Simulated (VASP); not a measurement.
# Run report: GeSi₂, geometry relaxation (part 1 of 4)

GeSi₂ (R-3m, 3 atoms in the cell), computed with Kohn-Sham DFT of a periodic cell, PBE, VASP PAW PBE potentials, recommended, no spin polarisation (VASP 6.6.1).

The structure was made by swapping elements on the sites of another compound; it need not be a known phase.

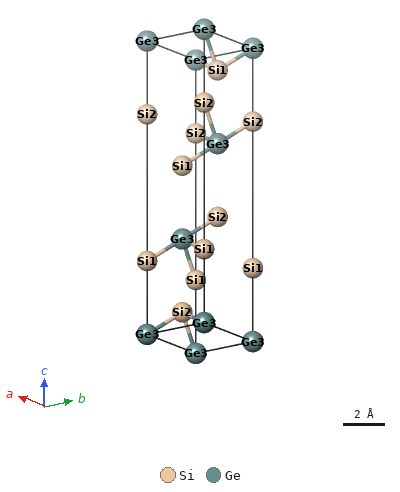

**Figure 1.** The input geometry (ball-and-stick view of the cell 3 times as large as that of the calculation, set on its symmetry axes, seen at an oblique angle; atoms are numbered from 1 in the order of the input). An atom can appear more than once, as a periodic image. Near neighbours in the periodic cell (some may lie outside the picture): Si has 3 Ge at 2.25 Å; Ge has 6 Si at 2.25 Å.

Summary

```csv
quantity,value
outcome,converged
space group (tolerance 0.01 Å),R-3m (166)
electrons treated,22
free energy,−14.2881 eV
gap on the k-point mesh,none (metallic)
pressure,0.11 GPa
final volume,54.40 Å³
largest force (length of the vector) at the end,0.053 eV/Å
final cell,"a = 5.205 Å, b = 5.205 Å, c = 5.205 Å, α = 40.82°, β = 40.82°, γ = 40.82°"
hardware,"1 thread of Intel Xeon (Emerald Rapids), 450 GiB of memory available, shared host"
wall time,9.7 min
peak memory,0.24 GiB
```

Notes

The volume changed by more than 5 % on the plane waves of the start, so the result carries a basis error; a second relaxation from the end is advised.

INCAR
```
SYSTEM = Si2Ge
PREC = Normal
ENCUT = 520
EDIFF = 1E-4
ISMEAR = 0
SIGMA = 0.15
LREAL = .False.
LASPH = .True.
NELM = 60
ALGO = Fast
ISIF = 3
LWAVE = .False.
LCHARG = .False.
GGA = PE
IBRION = 2
NSW = 24
EDIFFG = -0.08
```

KPOINTS
```
regular mesh
0
Gamma
  8 8 8
  0 0 0
```

POSCAR
```
Si2Ge
1.0
    1.5257633300      0.8808998700      5.6036633700
   -1.5257633300      0.8808998700      5.6036633700
    0.0000000000     -1.7617997400      5.6036633700
Si Ge
2 1
Direct
    0.2500000000      0.2500000000      0.2500000000
    0.7500000000      0.7500000000      0.7500000000
    0.0000000000      0.0000000000      0.0000000000
```

Command:
```bash
cat potpaw_PBE.64/Si/POTCAR potpaw_PBE.64/Ge_d/POTCAR > POTCAR
mpirun -np 1 vasp_std > vasp.out
```

OSZICAR
```
N       E                     dE             d eps       ncg     rms          rms(c)
DAV:   1     0.118638285583E+03    0.11864E+03   -0.11322E+04  2133   0.301E+03
DAV:   2     0.142249250723E+01   -0.11722E+03   -0.11501E+03  2083   0.525E+02
DAV:   3    -0.112491441000E+02   -0.12672E+02   -0.12556E+02  2489   0.106E+02
DAV:   4    -0.115195050656E+02   -0.27036E+00   -0.27031E+00  2426   0.165E+01
DAV:   5    -0.115248364714E+02   -0.53314E-02   -0.53313E-02  2603   0.252E+00    0.628E+00
RMM:   6    -0.110767887425E+02    0.44805E+00   -0.71628E-01  2241   0.302E+00    0.355E+00
RMM:   7    -0.110405640904E+02    0.36225E-01   -0.38108E-01  2300   0.338E+00    0.105E+00
RMM:   8    -0.110507010686E+02   -0.10137E-01   -0.19872E-01  2298   0.263E+00    0.513E-01
RMM:   9    -0.110264707704E+02    0.24230E-01   -0.53675E-02  2317   0.147E+00    0.111E-01
RMM:  10    -0.110269996719E+02   -0.52890E-03   -0.61777E-03  2322   0.611E-01    0.837E-02
RMM:  11    -0.110270834843E+02   -0.83812E-04   -0.10324E-03  1873   0.278E-01    0.408E-02
RMM:  12    -0.110270562147E+02    0.27270E-04   -0.26948E-04  1637   0.193E-01
   1 F= -.11027056E+02 E0= -.11019832E+02  d E =-.110271E+02
       N       E                     dE             d eps       ncg     rms          rms(c)
DAV:   1    -0.534536960164E+02   -0.42427E+02   -0.13658E+03  2692   0.151E+03    0.428E+01
RMM:   2    -0.222299885214E+02    0.31224E+02   -0.72318E+01  2372   0.921E+01    0.198E+01
RMM:   3    -0.141487985309E+02    0.80812E+01   -0.27741E+01  2341   0.682E+01    0.130E+01
RMM:   4    -0.124550033145E+02    0.16938E+01   -0.45908E+00  2373   0.201E+01    0.419E+00
RMM:   5    -0.122631726596E+02    0.19183E+00   -0.24580E+00  2239   0.181E+01    0.243E+00
RMM:   6    -0.122072256751E+02    0.55947E-01   -0.42985E-01  2295   0.657E+00    0.570E-01
RMM:   7    -0.122256303202E+02   -0.18405E-01   -0.12877E-01  2594   0.351E+00    0.756E-01
RMM:   8    -0.122298547287E+02   -0.42244E-02   -0.34873E-02  2329   0.193E+00    0.514E-01
RMM:   9    -0.122228167623E+02    0.70380E-02   -0.10185E-02  2308   0.111E+00    0.441E-01
RMM:  10    -0.122229428170E+02   -0.12605E-03   -0.28825E-03  2269   0.434E-01    0.405E-01
RMM:  11    -0.122231879522E+02   -0.24514E-03   -0.41175E-04  1624   0.160E-01    0.329E-01
RMM:  12    -0.122221546183E+02    0.10333E-02   -0.17368E-03  2216   0.428E-01    0.143E-01
RMM:  13    -0.122219237329E+02    0.23089E-03   -0.64588E-04  1683   0.137E-01    0.107E-01
RMM:  14    -0.122219326084E+02   -0.88755E-05   -0.74123E-05  1296   0.836E-02
   2 F= -.12221933E+02 E0= -.12210368E+02  d E =-.119488E+01
       N       E                     dE             d eps       ncg     rms          rms(c)
DAV:   1    -0.229454928462E+02   -0.10724E+02   -0.12155E+02  2440   0.148E+02    0.198E+01
RMM:   2    -0.152533690874E+02    0.76921E+01   -0.17081E+01  2275   0.688E+01    0.894E+00
RMM:   3    -0.132801610178E+02    0.19732E+01   -0.14848E+00  2240   0.110E+01    0.304E+00
RMM:   4    -0.130791387217E+02    0.20102E+00   -0.45628E-01  2252   0.588E+00    0.193E+00
RMM:   5    -0.130637403528E+02    0.15398E-01   -0.11805E-01  2334   0.487E+00    0.298E-01
RMM:   6    -0.130643458674E+02   -0.60551E-03   -0.27659E-02  2369   0.185E+00    0.237E-01
RMM:   7    -0.130652148649E+02   -0.86900E-03   -0.86376E-03  2476   0.972E-01    0.785E-02
RMM:   8    -0.130653548959E+02   -0.14003E-03   -0.13567E-03  1997   0.362E-01    0.315E-02
RMM:   9    -0.130653551402E+02   -0.24436E-06   -0.19715E-04  1376   0.174E-01
   3 F= -.13065355E+02 E0= -.13058012E+02  d E =-.203830E+01
       N       E                     dE             d eps       ncg     rms          rms(c)
DAV:   1    -0.130843815974E+02   -0.19027E-01   -0.24225E-01  2188   0.951E+00    0.733E-01
RMM:   2    -0.130726838747E+02    0.11698E-01   -0.17658E-02  2276   0.196E+00    0.382E-01
RMM:   3    -0.130689985605E+02    0.36853E-02   -0.68550E-03  2191   0.109E+00    0.829E-02
RMM:   4    -0.130688032277E+02    0.19533E-03   -0.81583E-04  2089   0.301E-01    0.557E-02
RMM:   5    -0.130687838598E+02    0.19368E-04   -0.21574E-04  1430   0.201E-01
   4 F= -.13068784E+02 E0= -.13061287E+02  d E =-.204173E+01
       N       E                     dE             d eps       ncg     rms          rms(c)
DAV:   1    -0.131210189205E+02   -0.52216E-01   -0.84196E-01  2741   0.177E+01    0.138E+00
RMM:   2    -0.130797692722E+02    0.41250E-01   -0.61732E-02  2281   0.371E+00    0.715E-01
RMM:   3    -0.130669064399E+02    0.12863E-01   -0.23771E-02  2185   0.203E+00    0.159E-01
RMM:   4    -0.130662106335E+02    0.69581E-03   -0.26670E-03  2300   0.555E-01    0.109E-01
RMM:   5    -0.130661440921E+02    0.66541E-04   -0.82932E-04  2074   0.384E-01
   5 F= -.13066144E+02 E0= -.13058293E+02  d E =-.203909E+01
       N       E                     dE             d eps       ncg     rms          rms(c)
DAV:   1    -0.130724501939E+02   -0.62396E-02   -0.69049E-02  2489   0.524E+00    0.386E-01
RMM:   2    -0.130692150258E+02    0.32352E-02   -0.46574E-03  2282   0.102E+00    0.203E-01
RMM:   3    -0.130681861385E+02    0.10289E-02   -0.18993E-03  2201   0.581E-01    0.425E-02
RMM:   4    -0.130681242660E+02    0.61872E-04   -0.21208E-04  1463   0.144E-01
   6 F= -.13068124E+02 E0= -.13060379E+02  d E =-.204107E+01
       N       E                     dE             d eps       ncg     rms          rms(c)
DAV:   1    -0.133028627867E+02   -0.23468E+00   -0.35539E+00  2356   0.245E+01    0.216E+00
RMM:   2    -0.131921977578E+02    0.11067E+00   -0.24481E-01  2300   0.593E+00    0.121E+00
RMM:   3    -0.131651626666E+02    0.27035E-01   -0.43086E-02  2328   0.228E+00    0.504E-01
RMM:   4    -0.131597766982E+02    0.53860E-02   -0.13580E-02  2441   0.105E+00    0.112E-01
RMM:   5    -0.131599537687E+02   -0.17707E-03   -0.22826E-03  2320   0.522E-01    0.856E-02
RMM:   6    -0.131600205274E+02   -0.66759E-04   -0.60409E-04  1884   0.224E-01
   7 F= -.13160021E+02 E0= -.13150111E+02  d E =-.918963E-01
       N       E                     dE             d eps       ncg     rms          rms(c)
DAV:   1    -0.149865672122E+02   -0.18266E+01   -0.33634E+01  2454   0.704E+01    0.707E+00
RMM:   2    -0.138468856236E+02    0.11397E+01   -0.23179E+00  2279   0.184E+01    0.385E+00
RMM:   3    -0.135773515348E+02    0.26953E+00   -0.48870E-01  2311   0.678E+00    0.153E+00
RMM:   4    -0.135310560653E+02    0.46295E-01   -0.12385E-01  2358   0.350E+00    0.425E-01
RMM:   5    -0.135333946294E+02   -0.23386E-02   -0.26798E-02  2472   0.148E+00    0.311E-01
RMM:   6    -0.135337252857E+02   -0.33066E-03   -0.54213E-03  2331   0.997E-01    0.399E-02
RMM:   7    -0.135338148419E+02   -0.89556E-04   -0.18177E-03  2326   0.454E-01    0.589E-02
RMM:   8    -0.135338479972E+02   -0.33155E-04   -0.40350E-04  1642   0.196E-01
   8 F= -.13533848E+02 E0= -.13526384E+02  d E =-.465724E+00
       N       E                     dE             d eps       ncg     rms          rms(c)
DAV:   1    -0.205719412834E+02   -0.70381E+01   -0.14324E+02  2643   0.136E+02    0.172E+01
RMM:   2    -0.153118480034E+02    0.52601E+01   -0.10950E+01  2262   0.431E+01    0.877E+00
RMM:   3    -0.139042740079E+02    0.14076E+01   -0.25304E+00  2314   0.138E+01    0.306E+00
RMM:   4    -0.137547312064E+02    0.14954E+00   -0.60793E-01  2310   0.904E+00    0.119E+00
RMM:   5    -0.137664004756E+02   -0.11669E-01   -0.13611E-01  2428   0.375E+00    0.890E-01
RMM:   6    -0.137695320469E+02   -0.31316E-02   -0.34060E-02  2328   0.261E+00    0.147E-01
RMM:   7    -0.137695565973E+02   -0.24550E-04   -0.12879E-02  2385   0.125E+00    0.580E-02
RMM:   8    -0.137699504983E+02   -0.39390E-03   -0.39297E-03  2338   0.626E-01    0.601E-02
RMM:   9    -0.137700188603E+02   -0.68362E-04   -0.69703E-04  1856   0.286E-01
   9 F= -.13770019E+02 E0= -.13763464E+02  d E =-.701895E+00
       N       E                     dE             d eps       ncg     rms          rms(c)
DAV:   1    -0.146758753096E+02   -0.90592E+00   -0.20037E+01  2433   0.784E+01    0.533E+00
RMM:   2    -0.140420124768E+02    0.63386E+00   -0.13966E+00  2311   0.152E+01    0.300E+00
RMM:   3    -0.138594959480E+02    0.18252E+00   -0.33153E-01  2319   0.728E+00    0.104E+00
RMM:   4    -0.138373670790E+02    0.22129E-01   -0.80392E-02  2358   0.287E+00    0.179E-01
RMM:   5    -0.138385268631E+02   -0.11598E-02   -0.14314E-02  2429   0.120E+00    0.128E-01
RMM:   6    -0.138386734052E+02   -0.14654E-03   -0.25376E-03  2342   0.658E-01    0.507E-02
RMM:   7    -0.138387491991E+02   -0.75794E-04   -0.86068E-04  1988   0.287E-01
  10 F= -.13838749E+02 E0= -.13832417E+02  d E =-.770625E+00
       N       E                     dE             d eps       ncg     rms          rms(c)
DAV:   1    -0.138999146242E+02   -0.61241E-01   -0.14022E+00  2384   0.178E+01    0.149E+00
RMM:   2    -0.138509694796E+02    0.48945E-01   -0.96445E-02  2309   0.394E+00    0.825E-01
RMM:   3    -0.138381825867E+02    0.12787E-01   -0.19461E-02  2312   0.161E+00    0.316E-01
RMM:   4    -0.138361516285E+02    0.20310E-02   -0.54736E-03  2378   0.713E-01    0.651E-02
RMM:   5    -0.138362111270E+02   -0.59499E-04   -0.76898E-04  2173   0.307E-01
  11 F= -.13836211E+02 E0= -.13828943E+02  d E =-.768087E+00
       N       E                     dE             d eps       ncg     rms          rms(c)
DAV:   1    -0.138743208192E+02   -0.38169E-01   -0.29478E-01  2447   0.414E+00    0.485E-01
RMM:   2    -0.138694699990E+02    0.48508E-02   -0.16424E-02  2293   0.119E+00    0.269E-01
RMM:   3    -0.138683967891E+02    0.10732E-02   -0.28271E-03  2301   0.487E-01    0.119E-01
RMM:   4    -0.138682055428E+02    0.19125E-03   -0.64203E-04  2065   0.237E-01    0.175E-02
RMM:   5    -0.138682138708E+02   -0.83280E-05   -0.12179E-04  1294   0.113E-01
  12 F= -.13868214E+02 E0= -.13860354E+02  d E =-.320027E-01
       N       E                     dE             d eps       ncg     rms          rms(c)
DAV:   1    -0.140054810848E+02   -0.13728E+00   -0.25837E+00  2300   0.124E+01    0.146E+00
RMM:   2    -0.139658365660E+02    0.39645E-01   -0.13771E-01  2310   0.346E+00    0.816E-01
RMM:   3    -0.139550275015E+02    0.10809E-01   -0.25143E-02  2315   0.146E+00    0.327E-01
RMM:   4    -0.139536525604E+02    0.13749E-02   -0.50338E-03  2328   0.680E-01    0.543E-02
RMM:   5    -0.139537361993E+02   -0.83639E-04   -0.90296E-04  2123   0.303E-01
  13 F= -.13953736E+02 E0= -.13947081E+02  d E =-.117525E+00
       N       E                     dE             d eps       ncg     rms          rms(c)
DAV:   1    -0.142072146845E+02   -0.25356E+00   -0.95814E+00  2405   0.257E+01    0.299E+00
RMM:   2    -0.140647488251E+02    0.14247E+00   -0.44572E-01  2306   0.576E+00    0.168E+00
RMM:   3    -0.140117176508E+02    0.53031E-01   -0.10543E-01  2316   0.283E+00    0.520E-01
RMM:   4    -0.140087143541E+02    0.30033E-02   -0.18140E-02  2316   0.126E+00    0.122E-01
RMM:   5    -0.140090179548E+02   -0.30360E-03   -0.36068E-03  2385   0.591E-01    0.781E-02
RMM:   6    -0.140090759437E+02   -0.57989E-04   -0.74333E-04  2049   0.265E-01
  14 F= -.14009076E+02 E0= -.14002206E+02  d E =-.172865E+00
       N       E                     dE             d eps       ncg     rms          rms(c)
DAV:   1    -0.141811916598E+02   -0.17217E+00   -0.13787E+00  2594   0.251E+01    0.172E+00
RMM:   2    -0.141165475968E+02    0.64644E-01   -0.85089E-02  2297   0.455E+00    0.906E-01
RMM:   3    -0.140955685447E+02    0.20979E-01   -0.46432E-02  2195   0.297E+00    0.154E-01
RMM:   4    -0.140945673362E+02    0.10012E-02   -0.43045E-03  2321   0.856E-01    0.108E-01
RMM:   5    -0.140944970162E+02    0.70320E-04   -0.10411E-03  2106   0.366E-01    0.604E-02
RMM:   6    -0.140945155254E+02   -0.18509E-04   -0.24328E-04  1460   0.164E-01
  15 F= -.14094516E+02 E0= -.14087602E+02  d E =-.854396E-01
       N       E                     dE             d eps       ncg     rms          rms(c)
DAV:   1    -0.149954202837E+02   -0.90092E+00   -0.12585E+01  2706   0.786E+01    0.497E+00
RMM:   2    -0.144383841310E+02    0.55704E+00   -0.70666E-01  2296   0.130E+01    0.266E+00
RMM:   3    -0.142555541657E+02    0.18283E+00   -0.46032E-01  2209   0.943E+00    0.382E-01
RMM:   4    -0.142468377466E+02    0.87164E-02   -0.41690E-02  2341   0.266E+00    0.262E-01
RMM:   5    -0.142464507664E+02    0.38698E-03   -0.97288E-03  2325   0.104E+00    0.173E-01
RMM:   6    -0.142466107581E+02   -0.15999E-03   -0.21483E-03  2276   0.498E-01    0.263E-02
RMM:   7    -0.142466605123E+02   -0.49754E-04   -0.57390E-04  1819   0.233E-01
  16 F= -.14246661E+02 E0= -.14240356E+02  d E =-.237585E+00
       N       E                     dE             d eps       ncg     rms          rms(c)
DAV:   1    -0.169608806712E+02   -0.27143E+01   -0.51081E+01  2720   0.163E+02    0.936E+00
RMM:   2    -0.149129256550E+02    0.20480E+01   -0.25308E+00  2294   0.238E+01    0.510E+00
RMM:   3    -0.142278142132E+02    0.68511E+00   -0.20302E+00  2212   0.198E+01    0.690E-01
RMM:   4    -0.141946610683E+02    0.33153E-01   -0.18897E-01  2353   0.543E+00    0.400E-01
RMM:   5    -0.141943029529E+02    0.35812E-03   -0.44939E-02  2295   0.209E+00    0.275E-01
RMM:   6    -0.141951711275E+02   -0.86817E-03   -0.97302E-03  2364   0.938E-01    0.128E-01
RMM:   7    -0.141953507115E+02   -0.17958E-03   -0.18793E-03  2214   0.517E-01    0.364E-02
RMM:   8    -0.141953585678E+02   -0.78563E-05   -0.63779E-04  1882   0.338E-01
  17 F= -.14195359E+02 E0= -.14189263E+02  d E =-.186283E+00
       N       E                     dE             d eps       ncg     rms          rms(c)
DAV:   1    -0.151554399557E+02   -0.96009E+00   -0.12721E+01  2524   0.604E+01    0.562E+00
RMM:   2    -0.144892540854E+02    0.66619E+00   -0.10182E+00  2284   0.153E+01    0.283E+00
RMM:   3    -0.142828016893E+02    0.20645E+00   -0.37717E-01  2138   0.795E+00    0.604E-01
RMM:   4    -0.142737017376E+02    0.91000E-02   -0.42706E-02  2302   0.247E+00    0.430E-01
RMM:   5    -0.142730733136E+02    0.62842E-03   -0.10963E-02  2360   0.139E+00    0.146E-01
RMM:   6    -0.142733601115E+02   -0.28680E-03   -0.23948E-03  2202   0.461E-01    0.238E-02
RMM:   7    -0.142733849095E+02   -0.24798E-04   -0.39120E-04  1621   0.198E-01
  18 F= -.14273385E+02 E0= -.14267188E+02  d E =-.264309E+00
       N       E                     dE             d eps       ncg     rms          rms(c)
DAV:   1    -0.143016569609E+02   -0.28297E-01   -0.40744E-01  2545   0.120E+01    0.957E-01
RMM:   2    -0.142817435363E+02    0.19913E-01   -0.27530E-02  2293   0.253E+00    0.497E-01
RMM:   3    -0.142753977335E+02    0.63458E-02   -0.13964E-02  2178   0.160E+00    0.890E-02
RMM:   4    -0.142751252571E+02    0.27248E-03   -0.13958E-03  2213   0.475E-01    0.618E-02
RMM:   5    -0.142751156539E+02    0.96032E-05   -0.36613E-04  1597   0.229E-01
  19 F= -.14275116E+02 E0= -.14268966E+02  d E =-.266040E+00
       N       E                     dE             d eps       ncg     rms          rms(c)
DAV:   1    -0.142772039372E+02   -0.20787E-02   -0.10206E-02  2167   0.906E-01    0.977E-02
RMM:   2    -0.142770820076E+02    0.12193E-03   -0.35720E-04  1840   0.160E-01    0.574E-02
RMM:   3    -0.142770119649E+02    0.70043E-04   -0.14472E-04  1458   0.104E-01
  20 F= -.14277012E+02 E0= -.14270812E+02  d E =-.189631E-02
       N       E                     dE             d eps       ncg     rms          rms(c)
DAV:   1    -0.142835885411E+02   -0.65065E-02   -0.90989E-02  2279   0.266E+00    0.292E-01
RMM:   2    -0.142824523666E+02    0.11362E-02   -0.30389E-03  2298   0.475E-01    0.171E-01
RMM:   3    -0.142818470517E+02    0.60531E-03   -0.11419E-03  2042   0.299E-01    0.254E-02
RMM:   4    -0.142818502303E+02   -0.31786E-05   -0.19823E-04  1459   0.127E-01
  21 F= -.14281850E+02 E0= -.14275402E+02  d E =-.673458E-02
       N       E                     dE             d eps       ncg     rms          rms(c)
DAV:   1    -0.142951764207E+02   -0.13329E-01   -0.36755E-01  2300   0.532E+00    0.585E-01
RMM:   2    -0.142904983918E+02    0.46780E-02   -0.12196E-02  2298   0.953E-01    0.341E-01
RMM:   3    -0.142880529086E+02    0.24455E-02   -0.42839E-03  2251   0.593E-01    0.552E-02
RMM:   4    -0.142880761852E+02   -0.23277E-04   -0.71621E-04  2080   0.239E-01
  22 F= -.14288076E+02 E0= -.14281269E+02  d E =-.129605E-01
```

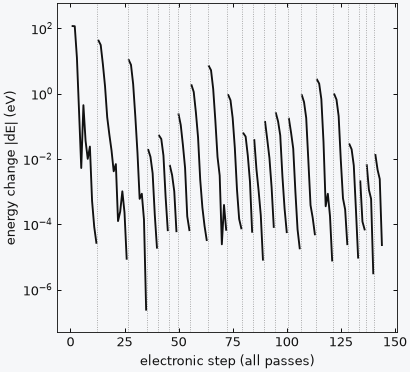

**Figure 2.** Convergence of the self-consistent field: energy change |dE| against the electronic step. Each stretch between dotted lines is the SCF of one geometry step of a relaxation. The 22 ionic steps take 3 to 14 electronic steps each. The density is held fixed in the first few steps, and dE rises again when its update begins.

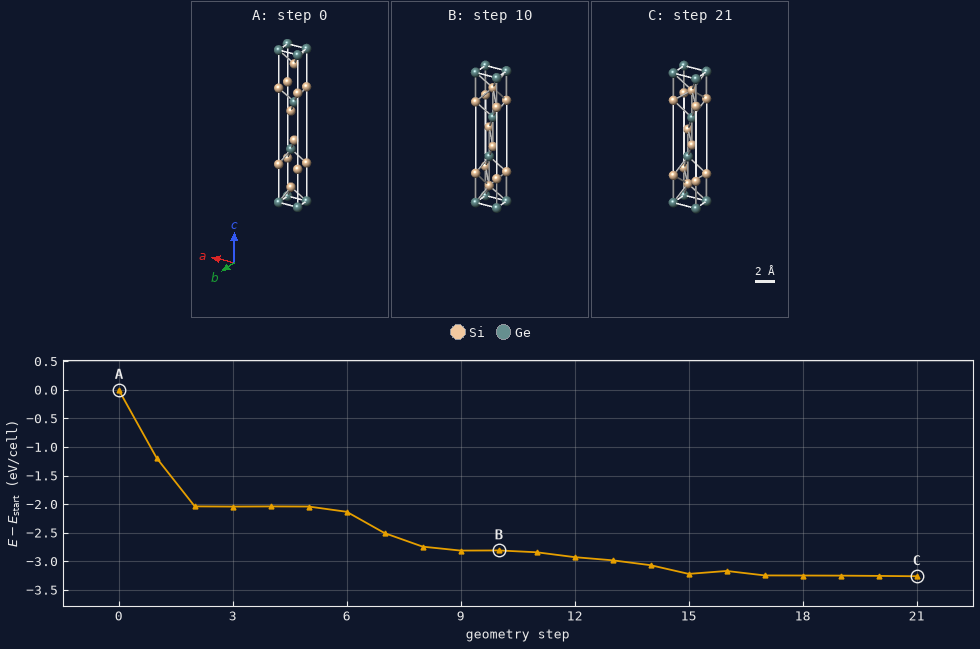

**Figure 3.** Frames of the relaxation (ball-and-stick view of the cell 3 times as large as that of the calculation, set on its symmetry axes, seen at an oblique angle) above the curves, on which the letters mark them (steps are counted from 0).
